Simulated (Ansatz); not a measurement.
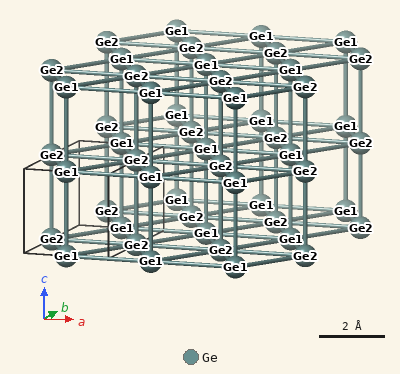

This is the input geometry for a relaxation of a crystal of Ge (set up in Cmmm). Style: ball-and-stick. Shown: the cell of the calculation, reduced to other axes, repeated 3 × 2 × 2 with one cell outlined, slightly off an axis. Lengths and directions refer to the drawn axes.

Method: Ansatz, DFT PBEsol, scalar-relativistic, plane waves, PAW.

Settings: plane-wave cutoff 420 eV; k-point mesh 12 × 12 × 8; occupations gaussian; smearing width 0.15 eV; no spin polarisation.

```
CELL_PARAMETERS angstrom
0.00000 0.00000 -2.64273
2.76521 0.00000 0.00000
0.00000 -5.03900 0.00000
ATOMIC_POSITIONS crystal
Ge 0.00000 0.50000 0.00000
Ge 0.00000 0.00000 0.50000
```

Q: What does the optimiser find from here?

A: The largest moves, 0.13 Å, are those of Ge1 and Ge2. Ge1 goes along −a. The lattice vectors keep their values. Among the contacts that change: Ge1–Ge2 2.874 → 3.011 Å, Ge1–Ge2 (another image) 2.874 → 2.756 Å. Among the angles between lasting bonds that change: Ge2–Ge1–Ge2 122.5° → 132.2°, Ge1–Ge1–Ge2 118.8° → 113.9°, Ge1–Ge1–Ge2 61.2° → 66.1°. The space group (tolerance 0.01 Å) goes from Cmmm (No. 65) to Pmma (No. 51).

The end point in the same view:

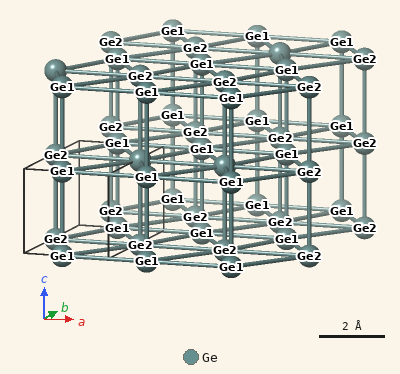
